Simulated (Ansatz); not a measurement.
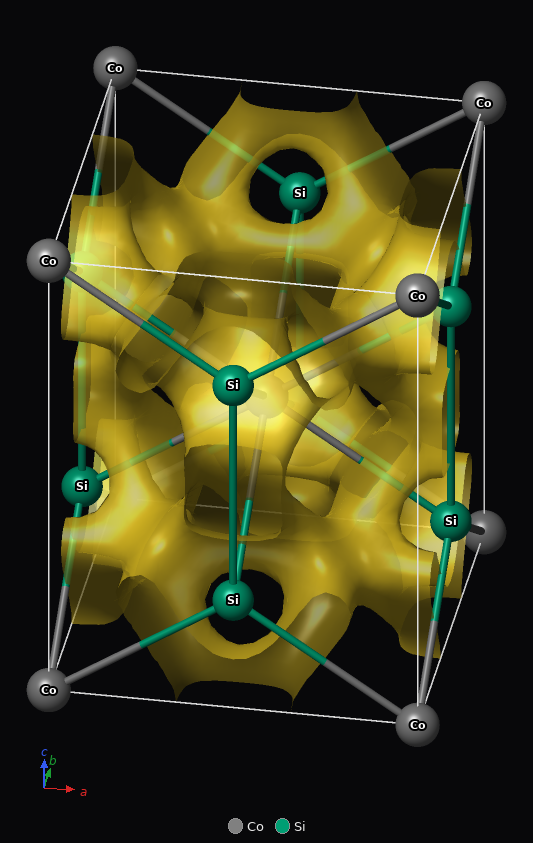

Figure. CoSi$_{2}$. Isosurface of the electron localisation function at 0.55 (yellow), seen at an oblique angle. Core shells and regions of very low density are left out. Sticks mark near contacts.

Space group I4/mmm; changed on purpose from its base cell (strain +0.000 along x and y, -0.050 along z, atoms carried along); computed pressure about 11 GPa in this cell; computed without spin polarisation.

The calculation used DFT PBE, scalar-relativistic, plane waves, PAW (Ansatz 0.2.0).

Core electrons are frozen (PAW), and the valence fields are smoothed inside the atomic spheres.

What do the ELF domains correspond to?

The ELF exceeds this value in one network that runs through the whole crystal, counted in one cell of 6 atoms. Regions shared between cells count once. Profiles from the grid: Co–Si (2.28 Å): the ELF peaks at about 0.75 in the valence shell of Si, 0.9 Å from its nucleus, and is about 0.50 at the midpoint. Si–Si (2.55 Å): the ELF peaks at about 0.70 between the atoms.
